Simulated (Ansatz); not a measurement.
# Geometry relaxation, with input and output: InAs (part 2 of 2)

InAs (F-43m, 2 atoms in the cell); DFT PBE+D3(BJ), scalar-relativistic, plane waves, PAW, no spin polarisation (Ansatz 0.2.0); cutoff 420 eV, 12×12×12 k-mesh, Gaussian smearing of 0.1 eV. The structure derives from an entry of the Crystallography Open Database.

Geometry of the input (Å; fractional positions):
```
0.0000  3.0240  3.0240
3.0240  0.0000  3.0240
3.0240  3.0240  0.0000
In 0.0000  0.0000  0.0000
As 0.7500  0.7500  0.7500
```

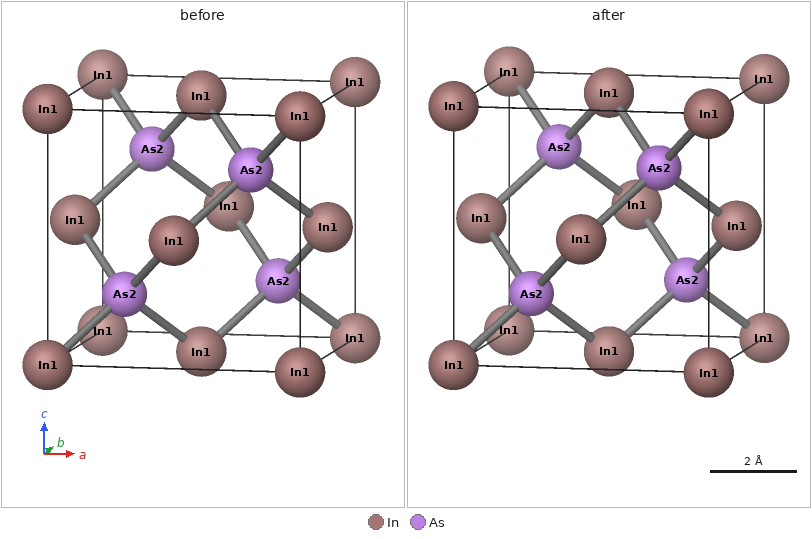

**Figure 1.** Before (left) and after (right) the relaxation, at one scale (ball-and-stick view of the cell 4 times as large as that of the calculation, set on its symmetry axes, seen slightly off an axis). The energy falls by 4.6 meV per atom in 2 geometry steps. All forces vanish by symmetry, so only the cell relaxes. Pressure: 1.80 GPa at the start and −0.03 GPa at the end. The atoms keep their places relative to the cell (all moves are under 0.005 Å). Cell: a = b = c 6.048 → 6.112 Å (+1.1 %). Volume +3.2 %. Among the contacts that change: In1–As2 2.619 → 2.647 Å. The space group stays F-43m (No. 216). A last SCF at the same geometry on a re-selected plane-wave basis shifts the energy by −0.2 meV per atom. (Atoms are counted from 1 in the order of the input.)

```
basis re-selected at this cell: Δ(F+E_penalty+E_count) = -3.784e-4 eV, ΔP = -0.001 GPa vs the last step (what re-selecting the basis moved, of the pressure what is left beyond the Pulay correction that the steps carried, after the strain that the cell walked since its last selection, with what the two solves' SCF thresholds leave and, on support functions, any second-order correction that the steps lacked; it is no measure of the basis error at this ecutwfc). This SCF's stress stands 3.23e-2 GPa from its target on what of the cell is left free (relax.cell.stress_tol is 5.00e-2 GPa) and its largest allowed force component is 2.26e-17 eV/Å (relax.f_tol is 5.00e-3 eV/Å): within both
SCF converged after 6 iterations
Free energy (F): -10455.080877 eV
Harris-Foulkes:  -10455.080877 eV  (|F-HF|=5.46e-12)
Internal energy: -10455.080722 eV  (E = F + TS)
E sigma→0 (E₀):  -10455.080799 eV
Entropy (-TS):   -0.000155 eV (-0.078 meV/atom)
Fermi energy:    7.485868 eV
--- Per-component energies (eV) ---
  E_band       = -321.861597
  E_kinetic    = 346.280733
  E_local      = -3317.944677  (includes V_loc(G=0)·N_el)
  E_nonlocal   = -303.326582
  E_hartree    = 1601.846410
  E_xc         = -294.311758
  E_vxc        = -178.315179  (∫ρ·V_xc dr)
  E_paw        = -5990.687094  (= ΣΔE_a)
  E_vpaw       = -72.248707  (= ΣTr[D̂ρ^β])
  E_aug_tail   = 0.000034  (compensation charges beyond the density's cutoff)
  E_ewald      = -2496.313959
  E_disp       = -0.623829  (pairwise vdW)
  E_smearing   = -0.000155  (= −TS)
  E_closure    = 0.000000  (closes the sum)
  Σ components = -10455.080877   (vs F -10455.080877, Δ=0.00e0)
--- Forces (eV/Å), atoms counted from 1 ---
  atom   1  In    -0.00000000    -0.00000000     0.00000000
  atom   2  As    -0.00000000     0.00000000    -0.00000000
  max |Σ_I F_I| component: 4.74e-17 eV/Å
--- Stress (GPa, compression-positive) ---
       -0.032257      -0.000000      -0.000000
       -0.000000      -0.032257       0.000000
       -0.000000       0.000000      -0.032257
  P = ⅓ Tr σ = -0.0323 GPa (-0.323 kbar)
--- Band table (eV; the first three rows and the last of 72) ---
  k-point 0: bands = ["-27.5125", "-27.5125", "-27.5125", "-27.5055", "-27.5055", "-6.8996", "-6.8996", "-6.8996", "-6.7867", "-6.7867", "-4.2371", "7.0624", "7.4236", "7.4236", "7.4236", "11.3267", "11.3267", "11.3267"]
  k-point 1: bands = ["-27.5125", "-27.5124", "-27.5124", "-27.5055", "-27.5055", "-6.9077", "-6.8972", "-6.8972", "-6.7868", "-6.7868", "-4.1687", "6.1066", "7.3376", "7.3376", "8.1470", "11.3474", "11.4560", "11.4560"]
  k-point 2: bands = ["-27.5125", "-27.5124", "-27.5124", "-27.5054", "-27.5054", "-6.9290", "-6.8909", "-6.8909", "-6.7867", "-6.7867", "-3.9712", "4.9258", "7.1273", "7.1273", "8.5766", "11.6864", "11.7534", "11.7534"]
  k-point 71: bands = ["-27.5124", "-27.5124", "-27.5120", "-27.5054", "-27.5052", "-7.0417", "-6.8548", "-6.8329", "-6.8003", "-6.7793", "-2.3172", "1.8641", "4.6095", "4.6980", "11.5005", "11.7109", "12.3422", "13.5010"]
--- Relaxed structure (3 steps of the walk, 3 accepted, 1 SCFs on fresh bases) ---
  F+E_penalty+E_count = -10455.08087671 eV   max|allowed force component| = 2.255e-17 eV/Å   (the final SCF, on the basis selected at the relaxed cell)
  cell:  # Å, volume = 57.0845 Å³
    - [-6.623983642764267e-34, 3.056065370495404, 3.056065370495404]
    - [3.056065370495404, 1.1133387891876864e-32, 3.056065370495404]
    - [3.056065370495404, 3.056065370495404, 9.80859116332401e-33]
  atoms:
    - { symbol: In, position: [1.2210214336160398e-33, -6.047058064335888e-34, -1.4333152987380895e-33] }
    - { symbol: As, position: [0.7499999999999999, 0.7499999999999999, 0.7499999999999999] }
```

Trajectory as extended XYZ (Å, eV, eV/Å), 4 frames, from step=1 to step=4
```
2
Lattice="0.0000 3.0240 3.0240 3.0240 0.0000 3.0240 3.0240 3.0240 0.0000" Properties=species:S:1:pos:R:3:forces:R:3 step=1 energy=-10455.07135 pressure_GPa=1.80
In    0.0000    0.0000    0.0000    0.0000   0.0000   0.0000
As    4.5360    4.5360    4.5360    0.0000   0.0000   0.0000
2
Lattice="0.0000 3.0659 3.0659 3.0659 0.0000 3.0659 3.0659 3.0659 0.0000" Properties=species:S:1:pos:R:3:forces:R:3 step=2 energy=-10455.07940 pressure_GPa=-0.54
In    0.0000    0.0000    0.0000    0.0000   0.0000   0.0000
As    4.5988    4.5988    4.5988    0.0000   0.0000   0.0000
2
Lattice="0.0000 3.0561 3.0561 3.0561 0.0000 3.0561 3.0561 3.0561 0.0000" Properties=species:S:1:pos:R:3:forces:R:3 step=3 energy=-10455.08050 pressure_GPa=-0.03
In    0.0000    0.0000    0.0000    0.0000   0.0000   0.0000
As    4.5841    4.5841    4.5841    0.0000   0.0000   0.0000
2
Lattice="0.0000 3.0561 3.0561 3.0561 0.0000 3.0561 3.0561 3.0561 0.0000" Properties=species:S:1:pos:R:3:forces:R:3 step=4 energy=-10455.08088 pressure_GPa=-0.03
In    0.0000    0.0000    0.0000    0.0000   0.0000   0.0000
As    4.5841    4.5841    4.5841    0.0000   0.0000   0.0000
```

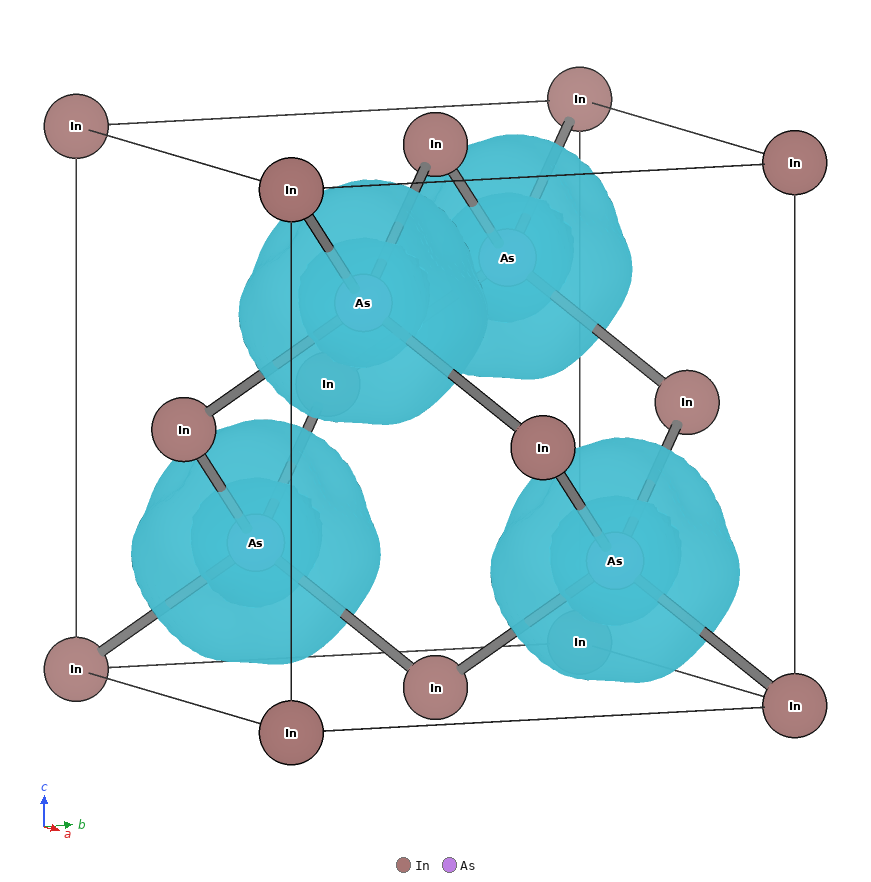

**Figure 2.** Isosurface of the electron localisation function at 0.6 (cyan), seen slightly off an axis. Only the valence region is drawn (cores and ρ < 0.01 e/Å³ removed). Sticks mark near contacts. The outline is the cell set on symmetry axes. Along the contacts the grid gives the following. In–As (2.65 Å): the ELF peaks at about 0.75 between the atoms, as expected for localised, shared-pair bonding. In a PAW calculation such maps are meaningful between the atoms, not at the nuclei.

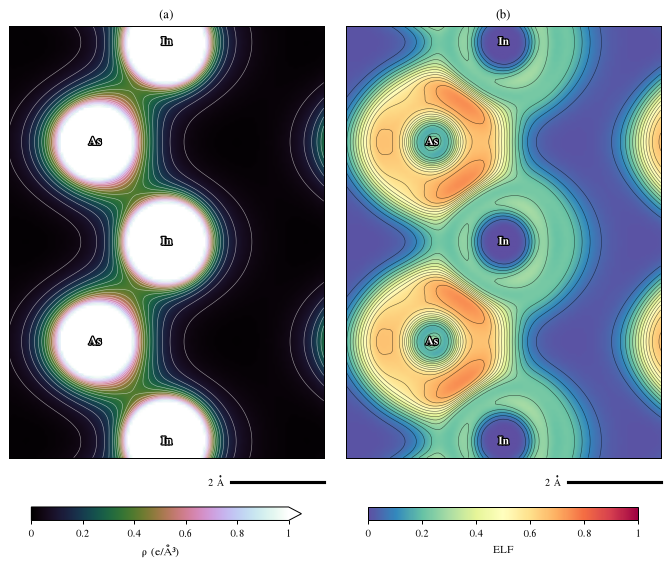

**Figure 3.** (a) valence charge density (pseudo); (b) electron localisation function on the (110) plane of the conventional cell. Atoms in the plane: In and As. In–As (2.65 Å): ρ is about 0.4 e/Å³ halfway; the ELF peaks at about 0.75 between the atoms (localised, shared-pair bonding). Away from the nuclei the density in this plane falls to 0.01 e/Å³ at its lowest.

Key numbers

```json
{"quantity": "outcome", "value": "converged"}
{"quantity": "space group (tolerance 0.01 Å)", "value": "F-43m (216)"}
{"quantity": "electrons treated", "value": "28"}
{"quantity": "free energy", "value": "−10455.0809 eV"}
{"quantity": "Fermi energy", "value": "7.486 eV"}
{"quantity": "gap on the k-point mesh", "value": "none (metallic)"}
{"quantity": "pressure", "value": "−0.03 GPa"}
{"quantity": "final volume", "value": "57.08 Å³"}
{"quantity": "largest force (length of the vector) at the end", "value": "under 0.001 eV/Å"}
{"quantity": "final cell", "value": "a = 4.322 Å, b = 4.322 Å, c = 4.322 Å, α = 60.00°, β = 60.00°, γ = 60.00°"}
{"quantity": "wall time", "value": "2.2 s (CPU time 14 s)"}
{"quantity": "peak memory", "value": "0.54 GiB"}
```
